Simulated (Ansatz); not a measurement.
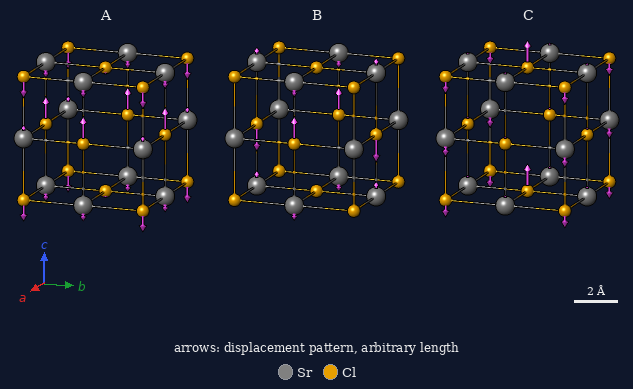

Modes of crystalline Sr₃Cl₄ (a generated structure), space group Pm-3m (No. 221), at the zone centre (one member of each degenerate set). The pink arrows are the displacements of the atoms (eigenvector over the root of the mass), of arbitrary overall length and sign. A ball-and-stick model of the cell of the calculation, seen slightly off an axis.

These are results of DFT PBE, scalar-relativistic, plane waves, PAW in Ansatz, not measurements.

The frequencies depend somewhat on the k-mesh and the smearing.

Give the symmetry species and the selection rules of each.

Answer. A is T₁u, infrared-active by symmetry (170 cm⁻¹). B is T₂u, silent by symmetry (neither infrared- nor Raman-active) (175 cm⁻¹). C is T₁u, infrared-active by symmetry (67 cm⁻¹). The crystal has a centre of inversion, so no mode is both. In a metal the free carriers screen the infrared response.
